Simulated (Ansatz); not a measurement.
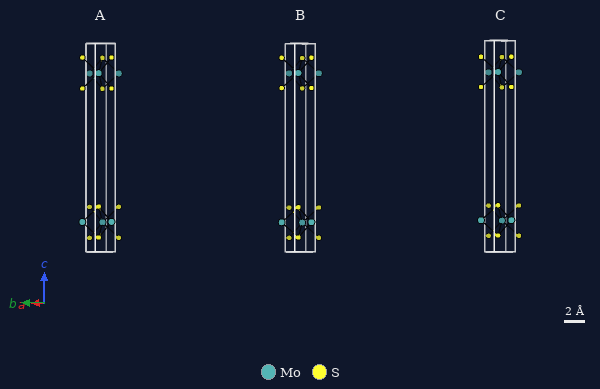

3 geometries from one relaxation of a crystal of MoS2 (set up in P-3m1), in shuffled order. The picture is a ball-and-stick view of the cell of the calculation, seen from a free direction.

The run lets cell and atoms move.

These are results of Kohn-Sham DFT of a periodic cell, LDA, Ansatz PAW in Ansatz 0.2.0, not measurements. Settings: plane-wave cutoff 420 eV; k-point mesh 10 × 10 × 2; occupations fermi-dirac; smearing width 0.05 eV; no spin polarisation; cell and atoms relaxed; force threshold 0.01 eV/Å; at most 40 steps.

Q: Put them in the order of the run, from the start to the converged end.

A: C, A, B. They are steps 0, 1, 5, at +19.4 meV per atom, +13.7 meV per atom relative to the last. The largest moves relative to the cell, 0.19 Å, are those of S atoms. Largest moves by element: S 0.19 Å, Mo 0.16 Å. The volume changes by −5.3 %, with a = b 3.185 → 3.121 Å (−2.0 %), c 21.671 → 21.363 Å (−1.4 %). Some distances before and after: Mo–S 2.405 → 2.378 Å. The space group stays P-3m1 (No. 164). After 4 accepted moves (5 points after the start) the energy has fallen by 19.4 meV per atom. The largest force component goes from 0.38 to 0.0016 eV/Å. The pressure goes from −3.30 to −0.01 GPa. The SCF was repeated once at an unchanged geometry on a basis and grid sized afresh for the cell, which shifted the energy by 0.1 meV per atom at most.

Limits of the set-up: layers or molecules are held without a dispersion correction, so their spacing is unreliable.
